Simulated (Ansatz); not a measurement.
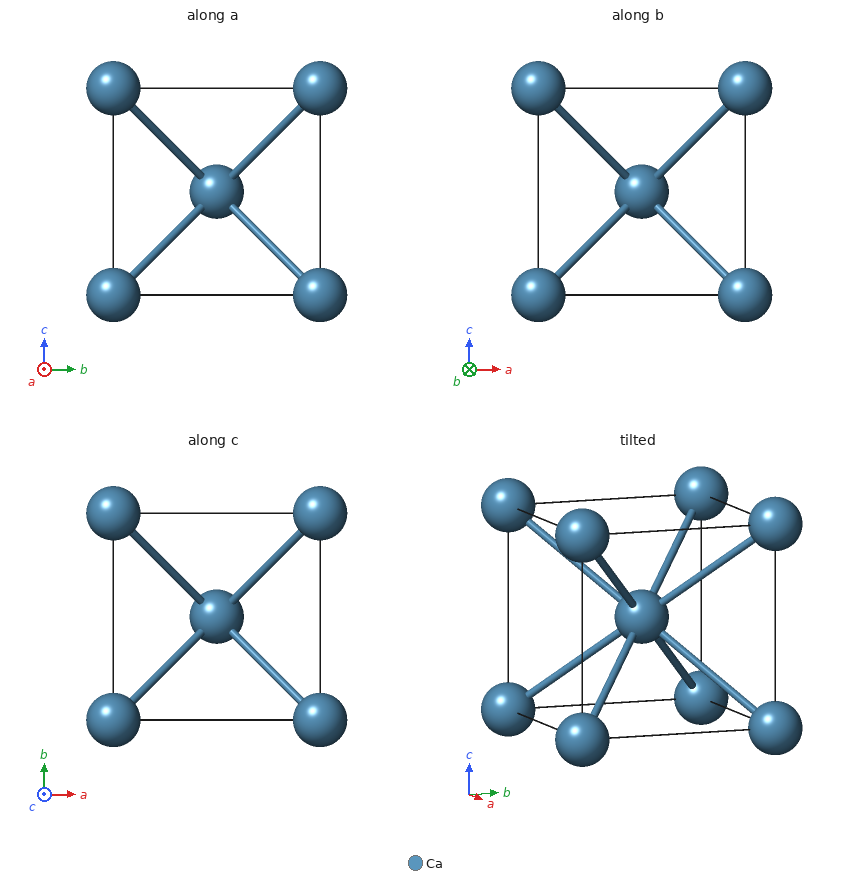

Structure drawing (ball-and-stick), viewed along the a axis, along the b axis, along the c axis and slightly off an axis. The conventional unit cell is outlined; an atom on or near a face, edge or corner is repeated at each equivalent position.

Lattice parameters: a = 4.3858 Å, b = 4.3858 Å, c = 4.3858 Å, α = 90.000°, β = 90.000°, γ = 90.000°.

Give the atomic positions as a CIF in P1 with every atom of the cell.

Answer.
```cif
data_structure
_symmetry_space_group_name_H-M 'P 1'
_symmetry_Int_Tables_number 1
_cell_length_a 4.3858
_cell_length_b 4.3858
_cell_length_c 4.3858
_cell_angle_alpha 90.000
_cell_angle_beta 90.000
_cell_angle_gamma 90.000
_cell_volume 84.36
loop_
_atom_site_label
_atom_site_type_symbol
_atom_site_fract_x
_atom_site_fract_y
_atom_site_fract_z
_atom_site_occupancy
Ca1 Ca 0.0000 0.0000 0.0000 1
Ca2 Ca 0.5000 0.5000 0.5000 1
```

It goes back to a structure type filled with this element by a generator (whether the element takes this form wasn't checked). Earlier steps of the study may have refined or changed the cell and positions. An electronic-structure calculation with Ansatz was run on it.
